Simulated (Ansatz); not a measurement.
# Generalised stacking fault on (110) of a LiCl-LiBr solid solution (56 atoms), the frame at 29 fs of a trajectory (instantaneous temperature 353 K)

The starting structure: Rock-salt LiCl lattice (a = 5.2663 Å, the value set for the mixture), cell with z along [110], 2 x 1 x 7 periods; the third cell vector is tilted by 0.750 of 1/2[1-10] and lengthened by 0.2 Å, so the cell holds one fault; displaced by a Gaussian of 0.01 Å; 10 of 28 Cl sites given to Br at random (lattice constant by Vegard's rule between LiCl and LiBr).

Calculated values (Ansatz 0.2.0, Kohn-Sham DFT, LDA, PAW (set soft_2), plane waves; cutoff 420 eV, k-mesh 1×2×1, fermi-dirac smearing of 0.05 eV) for the frame at 29 fs of a trajectory (instantaneous temperature 353 K).

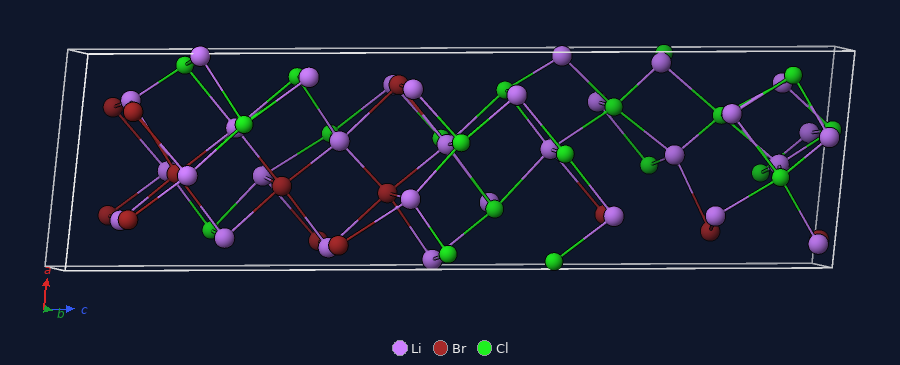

The structure (lithium purple, bromine red, chlorine green). Some periodic images of atoms are drawn too.

Cell vectors (Å):

```
7.448 0.000 0.000
0.000 5.266 0.000
2.793 0.000 26.267
```

Positions (Å):

```
1 Li 7.215 0.015 25.702
2 Br 5.642 0.021 1.752
3 Li 7.764 5.063 3.883
4 Cl 5.600 5.172 5.616
5 Li 7.428 5.085 7.681
6 Cl 5.511 0.078 9.289
7 Li 7.391 0.018 11.268
8 Cl 5.742 0.004 13.108
9 Li 7.554 5.143 14.864
10 Cl 5.720 5.089 16.738
11 Li 7.530 0.154 18.317
12 Cl 5.556 0.156 20.308
13 Li 7.675 5.225 22.283
14 Cl 5.680 5.246 24.179
15 Li 3.548 5.072 25.734
16 Br 1.954 5.243 1.973
17 Li 3.661 0.039 3.846
18 Cl 1.814 0.125 5.542
19 Li 3.840 0.345 7.080
20 Br 1.827 5.263 9.273
21 Li 3.646 5.113 11.594
22 Cl 1.909 5.223 13.068
23 Li 3.729 0.240 14.964
24 Cl 2.029 5.178 16.727
25 Li 3.774 4.962 18.644
26 Cl 9.406 0.060 20.433
27 Li 4.144 5.188 22.094
28 Cl 9.200 5.098 24.268
29 Li 1.862 2.308 2.098
30 Cl 7.364 2.509 3.728
31 Li 1.637 2.909 5.660
32 Cl 7.373 2.854 7.572
33 Li 1.672 2.729 9.274
34 Br 7.448 2.571 11.125
35 Li 1.631 2.557 12.899
36 Cl 7.642 2.581 14.783
37 Li 9.010 2.898 16.563
38 Cl 7.450 2.610 18.565
39 Li 9.110 2.242 20.076
40 Cl 7.542 2.437 22.299
41 Li 8.857 2.668 24.247
42 Cl 7.443 2.694 26.134
43 Li 5.971 2.588 1.996
44 Br 3.646 2.708 3.817
45 Li 5.416 2.814 5.662
46 Br 3.599 2.764 7.454
47 Li 5.327 2.567 9.298
48 Br 3.732 2.639 11.113
49 Li 5.591 2.915 12.947
50 Cl 3.566 2.768 14.828
51 Li 5.796 2.698 16.526
52 Br 3.764 2.571 18.642
53 Li 6.032 2.603 20.819
54 Br 3.567 2.708 22.299
55 Li 6.083 2.735 24.417
56 Br 3.665 2.618 26.076
```

Q: Give the force on every atom.

Columns: atom, fx, fy, fz (forces in eV/Å).

```
1 0.716 -0.011 0.703
2 0.174 -0.015 0.199
3 -0.479 0.108 -0.406
4 0.042 0.244 0.020
5 -0.319 0.367 -0.103
6 0.162 0.031 0.080
7 -0.013 -0.050 -0.255
8 -0.189 0.017 0.036
9 0.021 0.075 0.024
10 0.179 0.234 -0.340
11 0.010 -0.094 0.244
12 0.632 -0.240 0.171
13 0.193 0.024 -0.004
14 -0.355 -0.038 -0.513
15 0.085 0.197 0.161
16 -0.009 -0.437 0.023
17 0.208 0.014 -0.193
18 0.123 -0.082 0.427
19 -0.082 -0.350 0.197
20 0.069 0.219 0.310
21 0.199 0.191 -0.383
22 -0.247 0.116 0.078
23 -0.057 -0.082 0.054
24 -0.476 0.257 -0.075
25 -0.035 0.389 0.128
26 -0.456 -0.405 -0.070
27 -0.375 0.105 0.118
28 -0.397 0.208 -0.220
29 -0.151 0.472 -0.014
30 0.446 0.214 0.493
31 -0.008 -0.154 -0.061
32 -0.055 -0.499 -0.243
33 0.097 -0.097 -0.230
34 -0.353 0.176 0.197
35 0.522 0.008 0.233
36 -0.696 -0.016 0.115
37 0.635 -0.167 0.334
38 -0.074 0.014 -0.352
39 0.570 0.358 0.290
40 0.155 0.102 0.435
41 0.739 -0.004 0.215
42 -0.117 -0.146 -0.418
43 -0.335 0.053 -0.377
44 0.153 -0.095 0.115
45 0.243 -0.057 -0.127
46 0.045 -0.018 -0.102
47 0.349 0.000 -0.274
48 -0.142 -0.052 0.514
49 -0.149 -0.187 0.098
50 0.559 -0.260 -0.057
51 -0.340 -0.042 0.212
52 -0.004 -0.214 -0.395
53 -1.061 -0.036 -0.668
54 0.513 -0.056 0.016
55 -0.819 -0.046 -0.177
56 -0.050 -0.245 -0.185
```

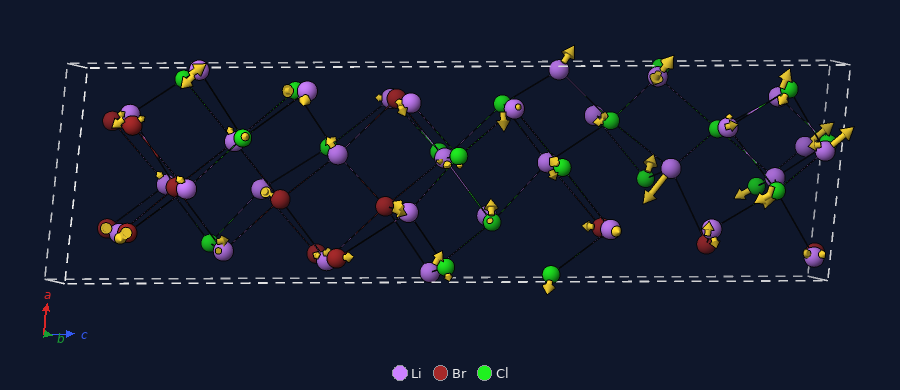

The forces as arrows, the longest 1.25 eV/Å. Some periodic images of atoms are drawn too.

The cell is under 6 Å thick along one periodic direction, so every atom has periodic images of itself close by, which move with it and show among its neighbours and in g(r).

The r.m.s. force component is 0.292 eV/Å; the longest force, 1.25 eV/Å, acts on Li53. The energy lies 31.6 meV/atom above that of the first step of this run.

[Logs are printed without paths, hosts, clocks, repeated set-up lines and the standing remarks that a program may print on its own settings, such as how far it seeks lower states.]

[Hosts, paths, dates, database ids (printed as entryN), source tags and the programs' standing remarks are cut or masked in the printed files.]
